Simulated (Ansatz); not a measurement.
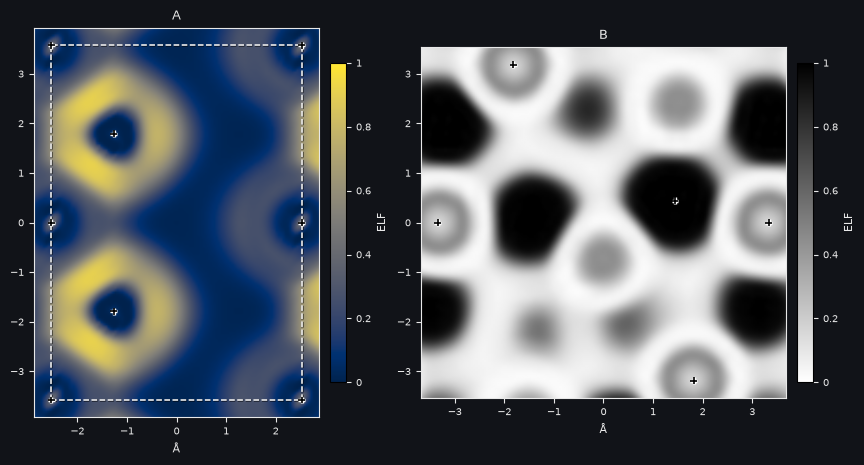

The ELF of 2 systems, each on a plane through atoms (crosses mark nuclei in the plane).

These are results of DFT PBE, scalar-relativistic, plane waves, PAW (Ansatz), not measurements.

System 1: GaP, the (110) plane of the conventional cell. Space group F-43m; a generated structure, not necessarily the stable one; changed on purpose from its base cell (volume × 0.8); computed pressure about 34 GPa in this cell.

System 2: MgH2, the (111) plane of the conventional cell. Space group Pbcn; a structure from a database of computed crystals, not necessarily the ambient phase.

```
Mg H
1.0
     4.50673    0.00000    0.00000
     0.00000    5.44122    0.00000
     0.00000    0.00000    4.92644
Mg H
4 8
Cartesian
  2.2534 4.5317 3.6948
  0.0000 3.6302 1.2316
  2.2534 0.9096 1.2316
  0.0000 1.8111 3.6948
  3.2814 4.8444 2.0671
  1.0280 3.3175 2.8593
  3.4787 3.3175 4.5304
  1.2254 4.8444 0.3961
  3.2814 0.5968 4.5304
  1.0280 2.1238 0.3961
  3.4787 2.1238 2.0671
  1.2254 0.5968 2.8593
```

Match each panel to its system.

Panel A is system 1, GaP: the plane holds Ga and P. Ga–P (2.19 Å): the ELF peaks at about 0.90 in the valence shell of P, 0.8 Å from its nucleus, and is about 0.75 at the midpoint. Panel B is system 2, MgH2: the plane holds Mg and H.
